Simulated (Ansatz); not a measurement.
# Ti₃O₄: 5 runs along one coordinate

System: Ti₃O₄ (7 atoms in the cell).
Method: DFT r2SCAN, scalar-relativistic, plane waves, PAW, no spin polarisation (Ansatz 0.2.0).

The 5 runs differ only in the geometry, by a strain of the cell at fixed fractional positions. Against run 3, the strain is εxx = η. The structure derives from a Materials Project entry.

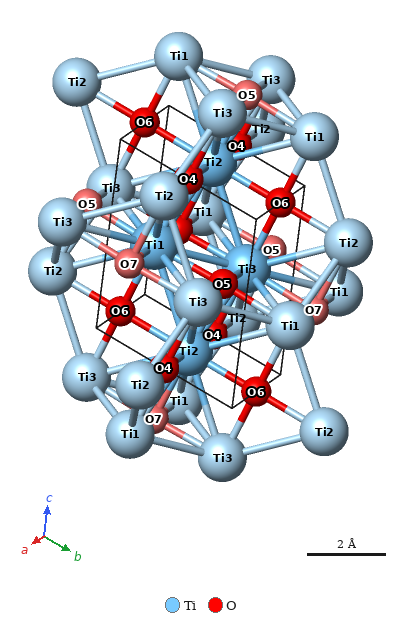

Figure 1. The structure of run 3 (ball-and-stick view of the reduced cell, seen slightly off an axis; neighbours outside the cell are drawn fainter; atoms are numbered from 1 in the order of the input). An atom can appear more than once, as a periodic image.

### Input of run 3
```yaml
crystal:
  lattice:
    - [-2.0724904873, 2.0621795894, 4.0790667288]
    - [2.0724904873, -2.0621795894, 4.0790667288]
    - [2.0724904873, 2.0621795894, -4.0790667288]
  atoms:
    - { symbol: Ti, position: [0.25, 0.75, 0.5] }
    - { symbol: Ti, position: [0.5, 0.5, 0.0] }
    - { symbol: Ti, position: [0.75, 0.25, 0.5] }
    - { symbol: O, position: [0.0, 0.5, 0.5] }
    - { symbol: O, position: [0.24439983, 0.24439983, 0.0] }
    - { symbol: O, position: [0.5, 0.0, 0.5] }
    - { symbol: O, position: [0.75560017, 0.75560017, 0.0] }
basis:
  ecutwfc: 500
kpoints:
  mp_grid: { grid: [14, 14, 14] }
hamiltonian:
  xc: r2scan
scf:
  occupations: { method: gaussian, width: 0.15 }
output:
  forces: true
  stress: true
  eigenvalues: true
```

Command:
```bash
ansatz run input.yaml --threads 2 --pin off --max-ram 5120MiB --backend cpu --events-out ev --progress --plain --runs-dir out
```

Run 2 differs from it as follows:
```diff
-    - [-2.0724904873, 2.0621795894, 4.0790667288]
-    - [2.0724904873, -2.0621795894, 4.0790667288]
-    - [2.0724904873, 2.0621795894, -4.0790667288]
+    - [-2.0415577935, 2.0621795894, 4.0790667288]
+    - [2.0415577935, -2.0621795894, 4.0790667288]
+    - [2.0415577935, 2.0621795894, -4.0790667288]
```

### Results, with one run withheld

```tsv
run	strain parameter η (%)	free energy per atom, from the lowest run given (meV)	pressure (GPa)
1	−2.4876	6.98	5.45
2	−1.4925	?	?
3	0.0000	0.00	−1.18
4	0.9950	3.17	−3.41
5	1.4925	5.84	−4.45
```

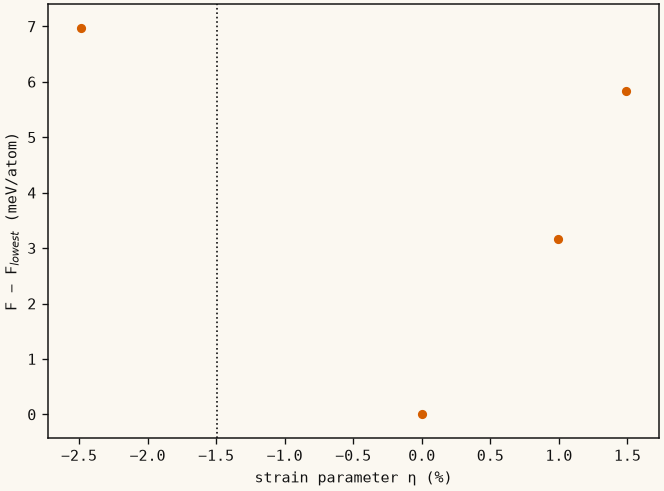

Figure 2. Free energy per atom of the runs given; the dotted line marks run 2.

Fit the runs given and predict run 2.

A quadratic polynomial in the coordinate, fitted to the 4 runs given, misses them by at most 0.07 meV per atom. With x = η − 0.0000, it reads F = 0.033581 + 1.4025 x + 1.6858 x² (meV per atom). At run 2 it gives 1.70 meV per atom, and the run itself gives 1.38. The fit has its minimum at η = −0.4160 %.

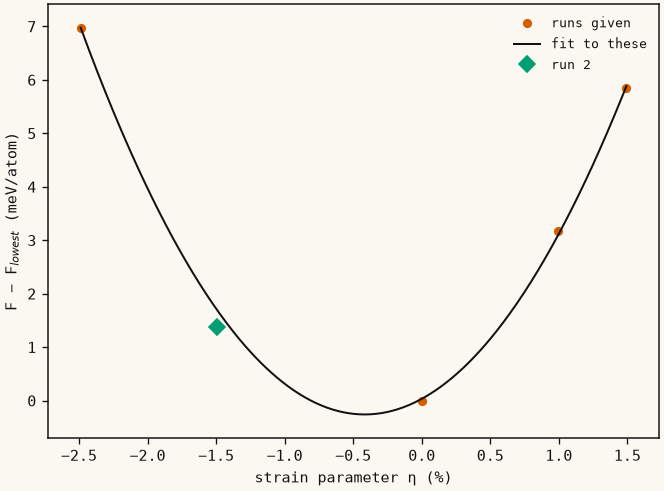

Figure 3. The fit and the withheld run.

### Output, shortened to warnings, some set-up lines, iterations and results (run 2)
```
Basis set: ecut = 500 eV, 1759 PW (Γ), exchange–correlation on 160×160×160 points (64 copies of the dense FFT grid, shifted against one another)
Symmetry: 8 space group operations
k-points: 428 of 2744
Initial density: superposition of atomic densities (neutral atoms: chi_scale 0, normalization atom), corrected by the library's trained network
[...]
SCF iter   1: F=—  HF=-9798.010893 eV  |F-HF|=—  |Δ(HF+E_count)|=         —  Δρ=2.22e-2  dr2=3.76e-1  dr2_τ=3.92e-1  ethr=1.77e-3  ⟨swp⟩=4.7  Hψ=60609  notcnv=0
SCF iter   2: F=—  HF=-9798.298359 eV  |F-HF|=—  |Δ(HF+E_count)|=   2.87e-1  Δρ=1.99e-2  dr2=2.36e-1  dr2_τ=3.61e-2  ethr=6.26e-4  ⟨swp⟩=2.7  Hψ=34169  notcnv=0  defer=484
SCF iter   3: F=—  HF=-9798.247891 eV  |F-HF|=—  |Δ(HF+E_count)|=   5.05e-2  Δρ=4.37e-3  dr2=1.26e-2  dr2_τ=1.35e-3  ethr=3.94e-4  ⟨swp⟩=2.1  Hψ=24970  notcnv=0  defer=486
SCF iter   4: F=—  HF=-9798.245867 eV  |F-HF|=—  |Δ(HF+E_count)|=   2.02e-3  Δρ=8.03e-4  dr2=3.61e-4  dr2_τ=6.35e-5  ethr=2.10e-5  ⟨swp⟩=2.0  Hψ=25227  notcnv=0  defer=453
SCF iter   5: F=—  HF=-9798.245863 eV  |F-HF|=—  |Δ(HF+E_count)|=   4.44e-6  Δρ=1.47e-4  dr2=1.03e-5  dr2_τ=1.16e-6  ethr=6.02e-7  ⟨swp⟩=2.2  Hψ=23660  notcnv=0  defer=453
SCF iter   6: F=—  HF=-9798.245864 eV  |F-HF|=—  |Δ(HF+E_count)|=   1.28e-6  Δρ=4.78e-5  dr2=1.92e-6  dr2_τ=1.28e-7  ethr=1.72e-8  ⟨swp⟩=2.5  Hψ=26660  notcnv=0  defer=453
SCF iter   7: F=-9798.245864 eV  HF=-9798.245864 eV  |F-HF|=9.95e-9  |Δ(HF+E_count)|=   2.32e-8  Δρ=1.21e-5  dr2=8.01e-8  dr2_τ=9.82e-9  ethr=1.67e-10  ⟨swp⟩=8.7  Hψ=69801  …
SCF 1 converged in 7 iterations: F = -9798.245864 eV  dr2 = 8.01e-8
SCF converged after 7 iterations
Free energy (F): -9798.245864 eV
Harris-Foulkes:  -9798.245864 eV  (|F-HF|=9.95e-9)
Internal energy: -9798.221649 eV  (E = F + TS)
E sigma→0 (E₀):  -9798.233757 eV
Entropy (-TS):   -0.024215 eV (-3.459 meV/atom)
Fermi energy:    15.167186 eV
--- Per-component energies (eV) ---
  E_band       = -445.043568
  E_kinetic    = 1537.304995
  E_local      = -3484.430752  (includes V_loc(G=0)·N_el)
  E_nonlocal   = 209.838244
  E_hartree    = 1377.651933
  E_xc         = -578.567796
  E_vxc        = -828.968326  (∫ρ·V_xc dr)
  E_paw        = -3810.709898  (= ΣΔE_a)
  E_vpaw       = -688.241302  (= ΣTr[D̂ρ^β])
  E_aug_tail   = 0.004229  (compensation charges beyond the density's cutoff)
  E_vtau       = 54.152224  (kinetic-family band-sum trace: ∫τ·v_τ [+ j·A + Jᵃ·Aᵃ] dr)
  E_ewald      = -5048.424468
  E_core_change = -0.888135  (= ΣΔE_core)
  E_smearing   = -0.024215  (= −TS)
  E_closure    = 0.000000  (closes the sum)
  Σ components = -9798.245864   (vs F -9798.245864, Δ=0.00e0)
--- Forces (eV/Å), atoms counted from 1 ---
  atom   1  Ti     0.00000000     0.00000000    -0.07509592
  atom   2  Ti     0.00000000     0.00000000     0.00000000
  atom   3  Ti     0.00000000     0.00000000     0.07509592
  atom   4  O      0.00000000     0.00000000     0.00000000
  atom   5  O      0.00000000     0.00000000    -0.03449957
  atom   6  O      0.00000000     0.00000000    -0.00000000
  atom   7  O      0.00000000     0.00000000     0.03449957
  max |Σ_I F_I| component: 0.00e0 eV/Å
--- Stress (GPa, compression-positive) ---
        5.852764       0.000000       0.000000
        0.000000       1.092036       0.000000
        0.000000       0.000000       0.867344
  P = ⅓ Tr σ = 2.6040 GPa (26.040 kbar)
```
